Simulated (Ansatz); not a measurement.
# From PBEsol to G0W0: MoS2/MoSSe (van der Waals superlattice) (P3m1), part 2 of 3

Aim: the quasiparticle gap of MoS2/MoSSe (van der Waals superlattice) (P3m1), starting from PBEsol.

Ansatz 0.2.0; PBEsol, then G0W0 on it, plane waves, PAW. Known limits of the many-body steps: finite bands, screening cutoff and k mesh; no spin-orbit coupling in G0W0.

So far. Step 2 (Relaxation): The program's warnings for this run: band table not solved further. The relaxed cell has a = 3.144, c = 11.780 Å (conventional setting).

The structure was built from a prototype and need not be the compound's stable phase.

## 3. The PBEsol band structure

Levels along a band path and on the mesh show where this functional puts the band edges.

This step: DFT, PBEsol, plane waves, PAW; PAW set soft_1.

input.yaml reads:

```yaml
crystal:
  lattice:
    - [3.1444730757, 0.0, 0.0]
    - [-1.5722365378, 2.7231935651, 0.0]
    - [0.0, 0.0, 11.7798069796]
  atoms:
    - { symbol: Mo, position: [0.3333333333, 0.6666666667, 0.244121805] }
    - { symbol: S, position: [0.6666666667, 0.3333333333, 0.375572156] }
    - { symbol: S, position: [0.6666666667, 0.3333333333, 0.1123964636] }
    - { symbol: Mo, position: [0.0, 0.0, 0.7569898928] }
    - { symbol: S, position: [0.3333333333, 0.6666666667, 0.8873050472] }
    - { symbol: Se, position: [0.3333333333, 0.6666666667, 0.6116433664] }
kpoints:
  mp_grid: { grid: [12, 12, 2] }
  band_path:
    path:
      - [[0.0, 0.0, 0.0], [0.5, 0.0, 0.0], [0.33333333, 0.33333333, 0.0], [0.0, 0.0, 0.0], [0.0, 0.0, 0.5], [0.5, 0.0, 0.5], [0.33333333, 0.33333333, 0.5], [0.0, 0.0, 0.5]]
      - [[0.5, 0.0, 0.5], [0.5, 0.0, 0.0]]
      - [[0.33333333, 0.33333333, 0.5], [0.33333333, 0.33333333, 0.0]]
    npoints: 10
hamiltonian:
  xc: pbesol
  pseudopotentials: { kind: paw, azcp: { folder: soft_1 }, xc_functional: pbe }
scf:
  occupations: { method: fermi_dirac, width: 0.02 }
  n_extra_bands: 6
output:
  eigenvalues: true
  forces: true
  stress: true
  write_density: true
  write_potential: true
  elf: true
  volumetric_format: npy
```

On the command line:

```console
$ ansatz run input.yaml --threads 2 --pin off --max-ram 92160MiB --backend cuda --events-out ev --progress --plain --runs-dir out --devices 1 --max-vram 13GiB
```

Numbers of over 12 decimals in the logs are rounded to 6 here.

The program printed:

```text
[...]
GPUs: using 1 of 1 available (devices: 1).
[...]
GPU FFT provider: cuFFT
GPU libraries: cuBLAS 13.8.2, cuFFT 12.4.0, cuSOLVER 12.3.4
Crystal: 6 atoms, lattice volume = 100.871 Å³
Basis set: ecut = 420 eV, 1971 PW (Γ), exchange–correlation on 48×48×160 points (8 copies of the dense FFT grid, shifted against one another)
Bands: 37, of which v1, the nominal top of the filled ones, is band 31 counted from 1 (30 counted from 0)
Symmetry: 6 space group operations
[...]
k-points: 38 of 288 (time reversal used)
[...]
GPU buffer pool allocated for 46080 grid points (all kernels)
[...]
SCF iter   1: F=—  HF=-17880.998231 eV  |F-HF|=—  |Δ(HF+E_count)|=         —  Δρ=5.71e-2  dr2=6.99e0  ethr=3.10e-3  ⟨swp⟩=9.2  Hψ=6968  notcnv=0
[...]
SCF iter   9: F=-17879.198641 eV  HF=-17879.198641 eV  |F-HF|=1.87e-9  |Δ(HF+E_count)|=   1.23e-7  Δρ=3.41e-6  dr2=1.06e-8  ethr=1.61e-10  ⟨swp⟩=17.2  Hψ=11376  notcnv=0
SCF 1 converged in 9 iterations: F = -17879.198641 eV  dr2 = 1.06e-8
[...]
NSCF: frozen V_eff on 93 k-points
SCF converged after 9 iterations
Free energy (F): -17879.198641 eV
[...]
Internal energy: -17879.198640 eV  (E = F + TS)
E sigma→0 (E₀):  -17879.198640 eV
Entropy (-TS):   -0.000000 eV (-0.000 meV/atom)
Fermi energy:    13.256518 eV
[...]
--- Forces (eV/Å), atoms counted from 1 ---
  atom   1  Mo     0.00000000     0.00000000     0.00209747
  atom   2  S      0.00000000    -0.00000000    -0.01379948
  atom   3  S      0.00000000     0.00000000     0.01432345
  atom   4  Mo    -0.00000000     0.00000000    -0.00630920
  atom   5  S      0.00000000     0.00000000    -0.01244163
  atom   6  Se     0.00000000     0.00000000     0.01607930
  max |Σ_I F_I| component: 5.01e-5 eV/Å
--- Stress (GPa, compression-positive) ---
        4.093869      -0.000000      -0.000000
       -0.000000       4.093869       0.000000
       -0.000000       0.000000       4.199506
  P = ⅓ Tr σ = 4.1291 GPa (41.291 kbar)
--- Band table (eV; the first three rows and the last of 38) ---
  k-point 0: bands = [... 27 lower, 11.2215, 11.3091, 12.0908, 13.0439, 14.7156, 14.7156, 14.9689, 14.9689, ... 2 higher]
  k-point 1: bands = [... 27 lower, 11.2201, 11.2201, 12.5354, 12.9572, 14.7255, 14.7255, 14.9332, 14.9332, ... 2 higher]
  k-point 2: bands = [... 27 lower, 11.0724, 11.3459, 12.1465, 12.7702, 14.6320, 14.8217, 14.8312, 14.9005, ... 2 higher]
  k-point 37: bands = [... 27 lower, 9.7036, 9.9643, 11.8797, 12.3363, 13.6629, 14.1291, 14.6543, 14.7990, ... 2 higher]
```

Wall time 5.5 s (1 × NVIDIA H100 80GB HBM3 (shared by 6 runs) with 2 threads of AMD EPYC 7R13 (Zen 3), shared host); peak memory 0.99 GiB; 6.7 s of CPU time.

Numbers from this step:

```yaml
pressure: 4.129 GPa
filled_bands: 31
gap: 0.4365 eV
valence_top_at: Γ
conduction_bottom_at: k = (0.200, 0.200, 0.000)
least_direct_gap: 1.327 eV
```

Over mesh and path the gap is 0.437 eV, from k = Γ to k = (0.200, 0.200, 0.000). The least direct gap found is 1.327 eV, at k = (0.333, 0.333, 0.500). The pressure in this cell is 4 GPa; the cell is kept.

The electronic bands at the labelled points (eV, zero at the top of the highest nominally filled band):

```csv
point,band 28,band 29,band 30,band 31,band 32,band 33,band 34,band 35
Γ,-1.82,-1.73,-0.95,0.00,1.67,1.67,1.93,1.93
M,-2.18,-1.92,-1.47,-1.29,1.23,1.68,1.68,2.11
K,-3.49,-2.75,-1.19,-0.76,0.62,1.13,1.84,2.02
Γ,-1.82,-1.73,-0.95,0.00,1.67,1.67,1.93,1.93
A,-1.82,-1.82,-0.51,-0.09,1.68,1.68,1.89,1.89
L,-2.12,-1.78,-1.51,-1.34,1.22,1.64,1.67,2.06
H,-3.34,-3.08,-1.16,-0.71,0.62,1.09,1.61,1.76
A,-1.82,-1.82,-0.51,-0.09,1.68,1.68,1.89,1.89
jump to L,-2.12,-1.78,-1.51,-1.34,1.22,1.64,1.67,2.06
M,-2.18,-1.92,-1.47,-1.29,1.23,1.68,1.68,2.11
jump to H,-3.34,-3.08,-1.16,-0.71,0.62,1.09,1.61,1.76
K,-3.49,-2.75,-1.19,-0.76,0.62,1.13,1.84,2.02
```

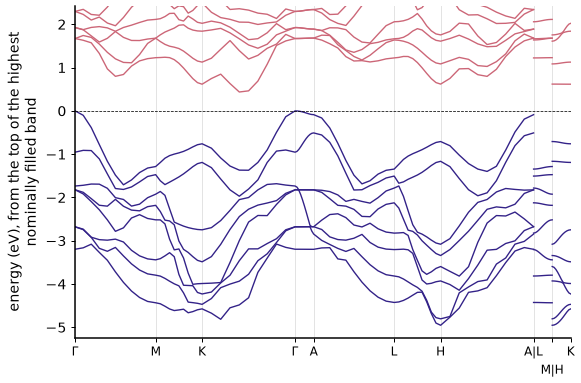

Electronic bands along the path; lines of filled and empty bands in two colours.

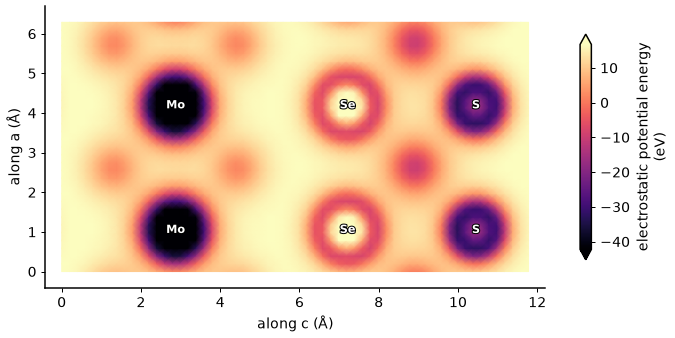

Electrostatic potential energy in the ca plane at fractional y = 0.667, with atoms of Mo and S and Se within 0.2 Å of it. With pseudopotentials it is smooth inside the atoms' cores, unlike the true potential.

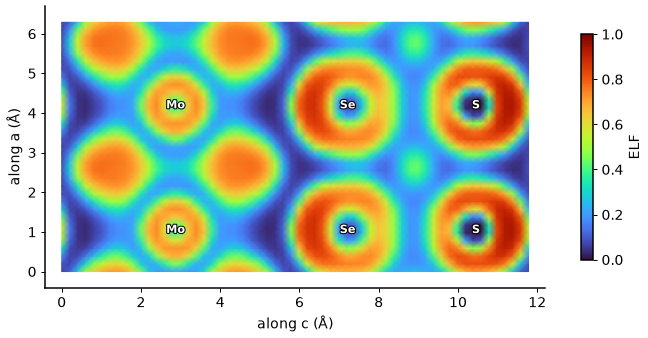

ELF in the ca plane at fractional y = 0.667, with atoms of Mo and S and Se within 0.2 Å of it. It is the smooth field of the valence electrons, not physical close to the nuclei.

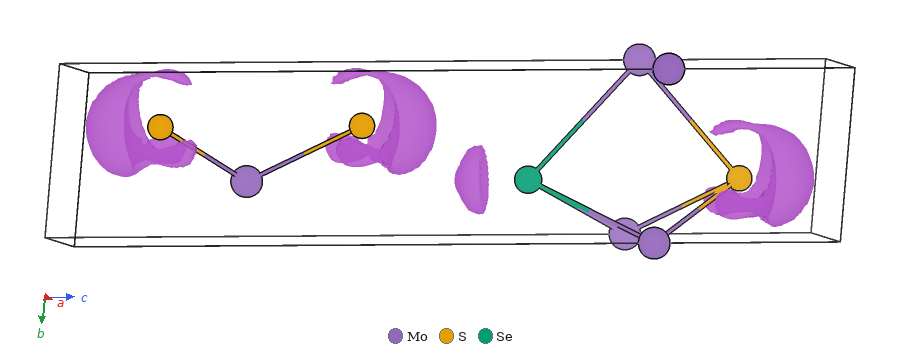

Surface of ELF = 0.85. Bonds to atoms that aren't drawn are left out.

## 4. One-shot GW

G0W0 replaces the xc potential by a self-energy built once from the orbitals of the start. Levels are corrected in the window of bands that the input names, at points of the mesh.

This step: G0W0 on PBEsol, plane waves, PAW; PAW set soft_1.

input.yaml, the sections that differ from step 3:

```yaml
kpoints:
  mp_grid: { grid: [9, 9, 2] }
scf:
  occupations: { method: fixed }
gw:
  n_empty_bands: 420
  ecut_chi: 150.0
  qp_bands: [v2, c2]
  qp_kpoints: band_edges
  screening: { model: contour_deformation }
# crystal, hamiltonian: as in step 3
# output: removed
```

The program printed:

```text
GPUs: using 1 of 1 available (devices: 1).
[...]
GPU FFT provider: cuFFT
GPU libraries: cuBLAS 13.8.2, cuFFT 12.4.0, cuSOLVER 12.3.4
Crystal: 6 atoms, lattice volume = 100.871 Å³
Basis set: ecut = 420 eV, 1971 PW (Γ)
Bands: 38, of which v1, the nominal top of the filled ones, is band 31 counted from 1 (30 counted from 0)
Symmetry: 6 space group operations
[...]
k-points: 24 of 162 (time reversal used)
[...]
GPU buffer pool allocated for 46080 grid points (all kernels)
[...]
SCF iter   1: F=—  HF=-17880.998157 eV  |F-HF|=—  |Δ(HF+E_count)|=         —  Δρ=5.71e-2  dr2=7.00e0  ethr=3.10e-3  ⟨swp⟩=5.1  Hψ=3527  notcnv=0  defer=104
[...]
SCF iter  11: F=-17879.198536 eV  HF=-17879.198536 eV  |F-HF|=2.60e-8  |Δ(HF+E_count)|=   4.81e-8  Δρ=2.98e-6  dr2=1.53e-8  ethr=1.61e-10  ⟨swp⟩=10.8  Hψ=4149  notcnv=0
SCF 1 converged in 11 iterations: F = -17879.198536 eV  dr2 = 1.53e-8
[...]
NSCF: frozen V_eff on 24 k-points, pencils in batches of 32, up to order 152
the band table was solved once the SCF had ended and its energy, with any forces and stress, was formed, with the checks that follow a solve (3647 applications of the Hamiltonian). They found nothing against the state; the energy, forces and stress were not computed again (output.eigenvalues in the input reference)
[...]
G₀W₀ screening: q 1/24
[... further progress lines ...]
[...]
SCF converged after 11 iterations
Free energy (F): -17879.198536 eV
[...]
Internal energy: -17879.198536 eV  (E = F + TS)
E sigma→0 (E₀):  -17879.198536 eV
Fermi energy:    13.043872 eV
[...]
--- Band table (eV; the first three rows and the last of 24) ---
  k-point 0: bands = [... 27 lower, 11.2214, 11.3090, 12.0908, 13.0439, 14.7156, 14.7156, 14.9690, 14.9690, ... 3 higher]
  k-point 1: bands = [... 27 lower, 11.2200, 11.2200, 12.5354, 12.9571, 14.7256, 14.7256, 14.9333, 14.9333, ... 3 higher]
  k-point 2: bands = [... 27 lower, 10.9801, 11.3586, 12.1027, 12.5771, 14.6084, 14.6783, 14.7374, 15.0239, ... 3 higher]
  k-point 23: bands = [... 27 lower, 9.7037, 9.9642, 11.8798, 12.3363, 13.6629, 14.1289, 14.6543, 14.7990, ... 3 higher]
--- G₀W₀: contour deformation, 8 samples at zero and on the imaginary axis and 2 off it, 162 q-points, 420 empty bands' worth ---
  eigenvalues of the whole cell's RPA ε∞ on this k-mesh (on a slab, of 1 + 4πα/V) = 9.5640, 16.4128, 16.4128; static W/v taken at q = 0 is 0.072593
  bands read: the sum over 451 bands ends inside a degenerate multiplet in 1 slot, whose members it reads at an even weight; the widest, k=0: bands 451 to 452 (counted from 1) at 1/2 each
  gw.qp_kpoints: band_edges: 19 of 24 stored k-points solved, in 1 pass; an edge of the gap read off the rows below is read off those points alone
    valence top: of the k-points left out ik 16 came nearest to being solved in a further pass, in band 31 (counted from 1, as in the quasiparticle table): it holds the edge there only if its correction is more favourable than any solved in that band by at least 0.907 eV; those differ by 0.382 eV
    conduction bottom: of the k-points left out ik 15 came nearest to being solved in a further pass, in band 32 (counted from 1, as in the quasiparticle table): it holds the edge there only if its correction is more favourable than any solved in that band by at least 0.535 eV; those differ by 0.242 eV
    ik  band        ε_KS         Σx   Σc(E_QP)       V_xc       Z   E_QP_lin       E_QP  E_QP is
     0    30     12.0908   -18.5889     1.4064   -16.8201  0.7587    11.7265    11.7283  root
     0    31     13.0439   -19.5992     0.2987   -19.2411  0.7461    12.9845    12.9845  root
     0    32     14.7156   -13.7255    -4.3708   -18.4194  0.7464    15.0405    15.0387  root
     0    33     14.7156   -13.7255    -4.3708   -18.4194  0.7464    15.0405    15.0387  root
     1    30     12.5354   -19.4235     0.5989   -18.7306  0.7500    12.4413    12.4414  root
     1    31     12.9571   -19.3227     0.5395   -18.6576  0.7484    12.8315    12.8316  root
     1    32     14.7256   -13.7258    -4.3866   -18.4355  0.7461    15.0506    15.0487  root
     1    33     14.7256   -13.7258    -4.3866   -18.4355  0.7461    15.0506    15.0487  root
     2    30     12.1027   -18.7558     1.3289   -17.0937  0.7587    11.7681    11.7695  root
     2    31     12.5771   -19.2725     0.6302   -18.5450  0.7468    12.4798    12.4799  root
     2    32     14.6084   -13.8734    -4.4493   -18.6755  0.7482    14.9633    14.9612  root
     2    33     14.6783   -13.9429    -4.3066   -18.5121  0.7378    14.9423    14.9409  root
     3    30     12.2602   -19.3201     0.7682   -18.4310  0.7500    12.1392    12.1394  root
     3    31     12.5796   -19.2383     0.7431   -18.3677  0.7477    12.4519    12.4521  root
     3    32     14.5788   -13.8551    -4.4531   -18.6708  0.7501    14.9437    14.9415  root
     3    33     14.7426   -14.0414    -4.3189   -18.6175  0.7343    15.0012    14.9998  root
     4    30     11.4291   -19.0044     1.3254   -17.4783  0.7475    11.2278    11.2284  root
     4    31     11.7293   -18.9571     1.3149   -17.4572  0.7433    11.5437    11.5443  root
     4    32     13.9101   -13.8326    -4.0710   -18.2084  0.7513    14.2162    14.2149  root
     4    33     14.3232   -14.3619    -4.1818   -18.8458  0.7392    14.6269    14.6253  root
     6    30     11.2805   -18.9003     1.3655   -17.4351  0.7363    11.1808    11.1809  root
     6    31     11.3799   -19.3790     1.5095   -17.6494  0.7486    11.1591    11.1598  root
     6    32     14.0025   -14.3766    -4.3149   -19.0750  0.7443    14.3885    14.3860  root
     6    33     14.1508   -15.3729    -4.4051   -20.1954  0.7357    14.5714    14.5682  root
     7    30     11.3158   -18.9917     1.3159   -17.5910  0.7367    11.2309    11.2310  root
     7    31     11.3663   -19.3453     1.5264   -17.5938  0.7487    11.1404    11.1411  root
     7    32     14.1776   -15.3480    -4.4399   -20.2017  0.7348    14.5947    14.5915  root
     7    33     14.2850   -14.5702    -4.4726   -19.4311  0.7401    14.6761    14.6733  root
     8    30     11.5187   -18.2885     1.2426   -16.8888  0.7481    11.3612    11.3616  root
     8    31     11.7159   -18.7349     1.4817   -16.9293  0.7581    11.3904    11.3920  root
     8    32     14.2461   -16.4881    -4.7452   -21.7507  0.7273    14.7692    14.7635  root
     8    33     14.5774   -15.1482    -4.8247   -20.4067  0.7262    15.0159    15.0112  root
     9    30     11.4851   -18.3398     1.2448   -16.9481  0.7466    11.3378    11.3382  root
     9    31     11.6653   -18.6309     1.5055   -16.7960  0.7577    11.3342    11.3358  root
     9    32     14.2415   -16.4630    -4.7503   -21.7310  0.7274    14.7648    14.7592  root
     9    33     14.6074   -15.0158    -4.8673   -20.3159  0.7271    15.0450    15.0402  root
    10    30     11.7145   -19.2369     1.0890   -18.0076  0.7476    11.5739    11.5742  root
    10    31     12.0361   -18.9625     1.3204   -17.3906  0.7498    11.7837    11.7845  root
    10    32     13.9757   -13.7080    -4.0146   -17.9981  0.7509    14.2523    14.2512  root
    10    33     14.4635   -14.2082    -4.4186   -19.0029  0.7483    14.8422    14.8397  root
[...]
21    30     11.5676   -19.1869     0.6941   -18.5047  0.7434    11.5795    11.5795  root
    21    31     12.0963   -19.1754     0.6427   -18.5325  0.7455    12.0961    12.0960  root
    21    32     14.0195   -15.8236    -4.2295   -20.4699  0.7363    14.4395    14.4363  root
    21    33     14.3313   -15.2822    -4.2734   -19.9664  0.7390    14.7450    14.7421  root
    22    30     11.8541   -19.1632     0.3621   -18.8589  0.7449    11.9120    11.9120  root
    22    31     12.2842   -19.0502     0.3594   -18.7433  0.7458    12.3366    12.3367  root
    22    32     13.6606   -16.1644    -3.9908   -20.5891  0.7398    14.0973    14.0945  root
    22    33     14.1706   -16.0407    -4.1172   -20.5855  0.7382    14.6011    14.5981  root
    23    30     11.8798   -19.2374     0.3684   -18.9238  0.7450    11.9345    11.9346  root
    23    31     12.3363   -19.2012     0.3567   -18.8934  0.7459    12.3852    12.3852  root
    23    32     13.6629   -16.1509    -3.9894   -20.5727  0.7399    14.0981    14.0954  root
    23    33     14.1289   -15.8457    -4.1240   -20.4034  0.7392    14.5656    14.5625  root
```

Run time: 2.1 min. Hardware: 1 × NVIDIA H100 80GB HBM3 (shared by 6 runs) with 2 threads; peak memory 2.4 GiB; 3.6 min of CPU time.

This step gave:

* bands summed: 451
* RPA ε∞ on this mesh (eigenvalues): 9.564, 16.41, 16.41
* plane waves in the screening matrix: 413
* q-points in the mesh: 162
* G0W0 gap over the corrected points: 0.9260 eV
* k of the valence top: 0, 0, 0
* k of the conduction bottom: 0.1111, 0.2222, 0
* starting gap on the mesh: 0.5407 eV
* Z at the valence top: 0.7461
* Z at the conduction bottom: 0.7535
* least direct G0W0 gap over the corrected points: 1.710 eV

Over 19 of 24 irreducible mesh points the G0W0 gap is 0.926 eV, from k = Γ to k = (0.111, 0.222, 0.000). The PBEsol gap of this run on the mesh is 0.541 eV. The two states that bound the G0W0 gap lie that far apart at the start, so the correction of the gap is 0.926 − 0.541 = +0.385 eV. The start of this run differs from the step before in mesh (12×12×2 and 9×9×2).

Labels follow the order of the start: v1 is the top filled band, c1 the lowest empty one; levels that stay degenerate share a row, the window can cut a multiplet, doubted levels are not marked in this list, bands outside the window were not corrected, and the list may be a part of the corrected levels. The levels before and after the correction (eV, zero at the valence-band top of each column):

```csv
,conduction bottom,valence top
Kohn-Sham,0.54,0.00
G0W0,0.93,0.00
```

```csv
,level,occupation,energy (eV)
Kohn-Sham,Γ v2,2,-0.953
Kohn-Sham,Γ v1,2,0.000
Kohn-Sham,Γ c1-c2,0,1.672
Kohn-Sham,(0.111 0.222 0) v2,2,-1.871
Kohn-Sham,(0.111 0.222 0) v1,2,-1.424
Kohn-Sham,(0.111 0.222 0) c1,0,0.541
Kohn-Sham,(0.111 0.222 0) c2,0,1.203
G0W0,Γ v2,2,-1.256
G0W0,Γ v1,2,0.000
G0W0,Γ c1-c2,0,2.054
G0W0,(0.111 0.222 0) v2,2,-2.068
G0W0,(0.111 0.222 0) v1,2,-1.490
G0W0,(0.111 0.222 0) c1,0,0.926
G0W0,(0.111 0.222 0) c2,0,1.645
```

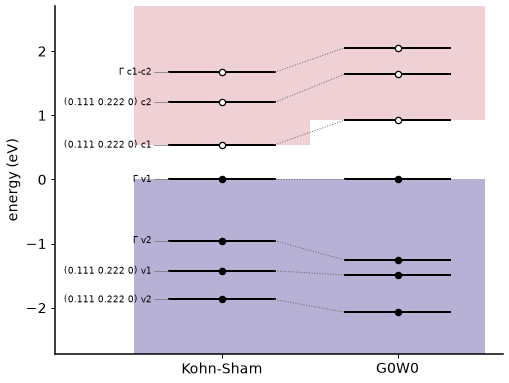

Levels before and after the correction. Shaded: valence and conduction bands. Filled marks are occupied levels, open marks empty ones.

The parts of the quasiparticle energy for the two states that bound the G0W0 gap, in eV on the run's own scale (QP = start + Σx + Σc − Vxc, with Σc at the quasiparticle energy):

```csv
edge,k,band,start,Σx,Σc,Vxc,Z,QP
valence top,Γ,31,13.044,−19.599,0.299,−19.241,0.746,12.985
conduction bottom,"(0.111, 0.222, 0.000)",32,13.585,−13.871,−3.937,−18.134,0.753,13.911
```

(Continued in part 3 of 3.)

[Paths, hosts, dates, memory and timing lines, banners, echoed tables and standing remarks are left out of the program output.]

[Logs are printed without paths, hosts, clocks, repeated set-up lines and the standing remarks that a program may print on its own settings, such as how far it seeks lower states.]

[Runs of the session that timed out or met a known fault of the program may be left out.]

[Cells called generated may have been cut or substituted from an entry of the Crystallography Open Database or the Materials Project.]

[Hosts, paths, dates, database ids (printed as entryN), source tags and the programs' standing remarks are cut or masked in the printed files.]

[Where an RPA ε∞ is given, it is that of the G0W0 mesh and is not shown converged in it. Names of k-points follow the symmetry that the program found, which can be lower than the space group named. Band edges on a path are those of the sampled points; other points can move an edge, and change direct to indirect where valleys lie close.]

[Hybrid gaps are those of their k-mesh and are not shown converged in it.]
